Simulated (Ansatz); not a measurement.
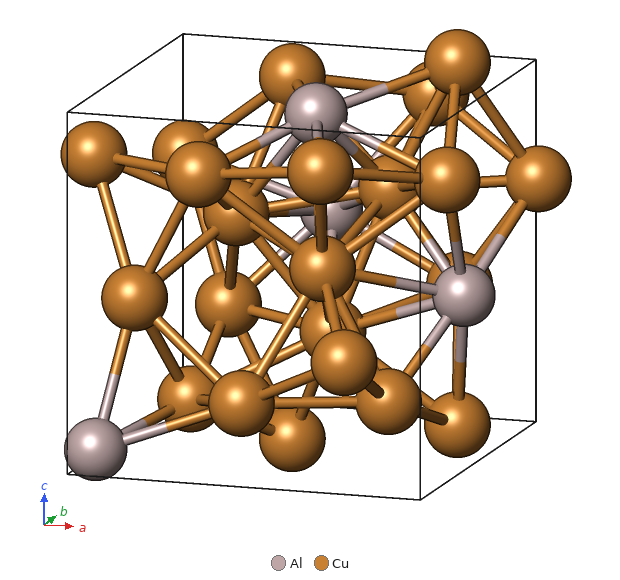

This ball-and-stick model is shown slightly off an axis. The parallelepiped is the conventional unit cell.

AlCu4, space group P2_13 (No. 198), a = 6.25 Å, b = 6.25 Å, c = 6.25 Å, α = 90.00°, β = 90.00°, γ = 90.00°.

Run with Ansatz, DFT r2SCAN, scalar-relativistic, plane waves, PAW and these settings: a kinetic-energy cutoff of 500 eV, 6×6×6 k-points, Gaussian smearing of 0.1 eV, no spin polarisation.

> Is the electronic structure metallic or gapped?

A metal: bands cross the Fermi level.

> What pressure does the calculation give for this cell?

The computed pressure is 0.0 GPa, close to zero.

Starting structure: a structure listed in the Materials Project. Earlier steps of the study, as a rule a relaxation of our own, may have changed the cell and positions, so they can lie some per cent off the listed ones. It went into a calculation with Ansatz.
